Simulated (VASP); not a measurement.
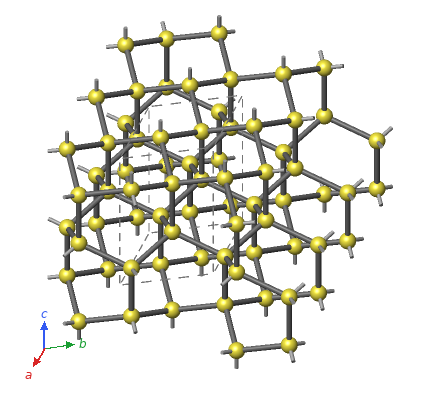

The picture shows a finite piece of the underlying net of a crystal structure, nodes on the atoms' positions. Nodes are coloured by topological kind. Short stubs are edges that leave the cut-out.

**Describe the net.**

A uninodal 4-connected, three-periodic net. It is the lon net, known from lonsdaleite, wurtzite and tridymite.

**Give point symbol and coordination sequence.**

6⁶, sequence 4, 12, 25, 44, 67.

The net was derived as follows. ZnO (space group P6_3mc, No. 186). Coordinates: the end point of a relaxation with VASP 6.6.1, VASP Kohn-Sham DFT of a periodic cell, PBE, VASP PAW PBE potentials, recommended. Bonds are taken as O–Zn below 2.3 Å. Simplification: prune 0- and 1-connected atoms, fold 2-connected ones into links. Zn and O are 4-connected nodes.
